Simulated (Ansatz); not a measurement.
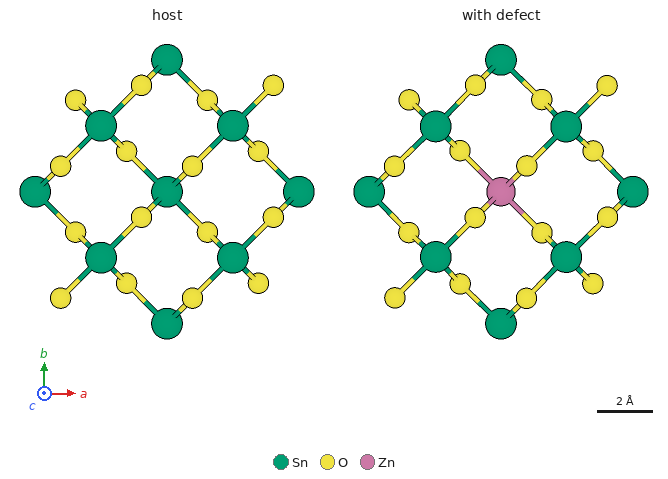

Left: perfect SnO$_{2}$. Right: the same region with one point defect, after relaxing the atoms in a supercell of 48 sites. The picture is a ball-and-stick view of the atoms within 6.0 Å of one point, in a slice 3.4 Å thick across the line of sight, seen along the c axis.

All numbers below come from Ansatz, DFT PBE, scalar-relativistic, plane waves, PAW. Settings: plane-wave cutoff 420 eV; k-point mesh 2 × 2 × 2; occupations gaussian; smearing width 0.01 eV; mesh shifted by (0.5, 0.5, 0.5); no spin polarisation. The cell is small and the k-mesh coarse, so the numbers are rough. A uniform background neutralises the charged cell. The axes drawn are those of the host's conventional cell.

> Which defect is it?

A tin atom is replaced by zinc.

The charge state of the cell is −2.

> What does the relaxation do around it?

In the host the Sn atom has 6 O at 2.09 Å; the Zn atom ends with 6 O at 2.12 Å. Of the host's atoms, a tin atom moves furthest from its site, by 0.05 Å.
